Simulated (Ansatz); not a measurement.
System: H.

```cif
data_structure
_symmetry_space_group_name_H-M 'P 1'
_symmetry_Int_Tables_number 1
_cell_length_a 2.1393
_cell_length_b 2.1393
_cell_length_c 0.9673
_cell_angle_alpha 90.000
_cell_angle_beta 90.000
_cell_angle_gamma 90.000
_cell_volume 4.43
loop_
_atom_site_label
_atom_site_type_symbol
_atom_site_fract_x
_atom_site_fract_y
_atom_site_fract_z
_atom_site_occupancy
H1 H 0.00000 0.00000 0.50000 1
```

Space group P4/mmm; a structure from a database of computed crystals, not necessarily the ambient phase; computed pressure about 10 GPa in this cell.

The calculation used Ansatz, Kohn-Sham DFT of a periodic cell, PBE, Ansatz PAW.

> Predict the valence pseudo-density and electron localisation function between the atoms.

H–H (0.97 Å): ρ is about 0.96 e/Å³ halfway; the ELF is about 0.95 at the midpoint.

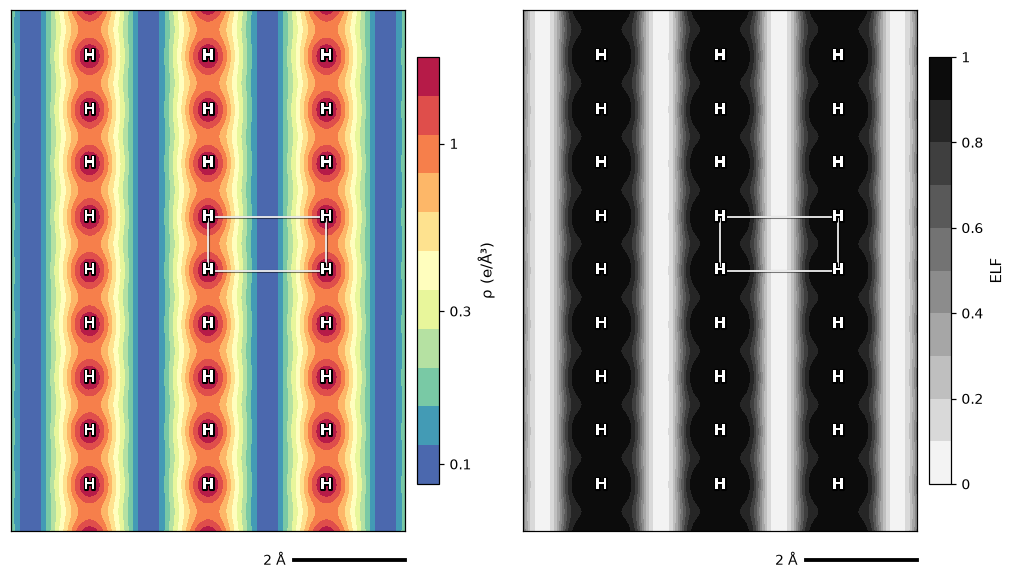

Computed valence pseudo-density and electron localisation function on the (100) plane of the conventional cell, in this order. 

In a PAW calculation such maps are meaningful between the atoms, not at the nuclei.
